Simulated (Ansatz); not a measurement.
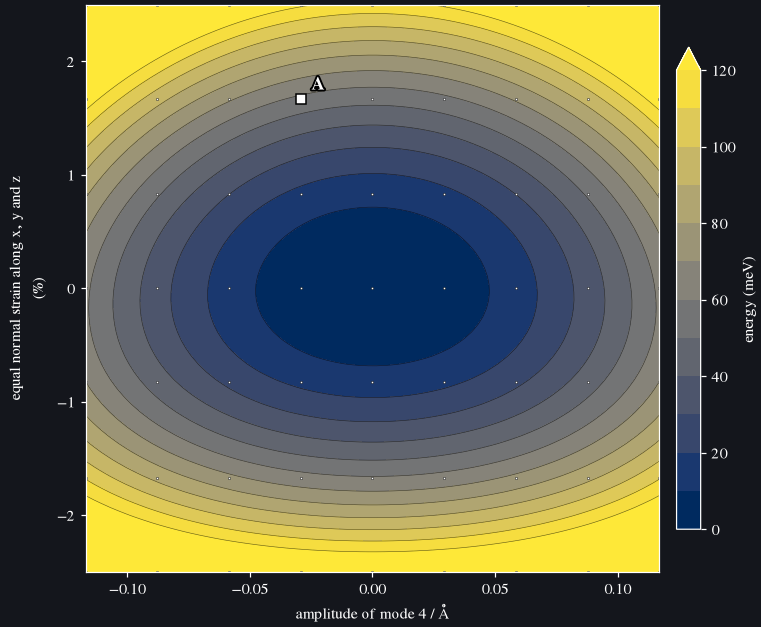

Si (Fd-3m, No. 227; 4 atoms in the cell). The energy is mapped over a normal mode and a strain (zone-centre modes of the 4-atom cell of this scan, which folds in the wave vector (0, 1/2, 1/2) of the primitive cell) (x, y and z along the cube axes). The first coordinate is: amplitude of mode 4 (145 cm⁻¹), largest displacement in the unstrained cell; the second: equal normal strain along x, y and z. Nothing is relaxed (the pattern is fixed in fractional coordinates). The scan uses a 9 × 7 grid; 35 points were computed and 28 follow by symmetry. Points are written as (first, second). Energies: meV per cell, counted from the lowest grid point. All numbers below come from Ansatz 0.2.0, DFT PBE, scalar-relativistic, plane waves, PAW. Settings: cutoff 420 eV, k-mesh 8×8×6 in the order of the run's cell vectors, gaussian smearing 0.05 eV, no spin polarisation.

The picture shows filled contours, dots at the grid points, one colour for all values above the top of the scale, the point A. Between grid points the surface is interpolated.

> Is A at rest? If not, where is it pushed?

A, at (−0.029 Å, 1.67 %), is not a stationary point. The computed force is 310 meV for each Å towards larger values of the first coordinate and 63 meV for each 1 % towards smaller values of the second coordinate.

PAW datasets: the set soft_1.
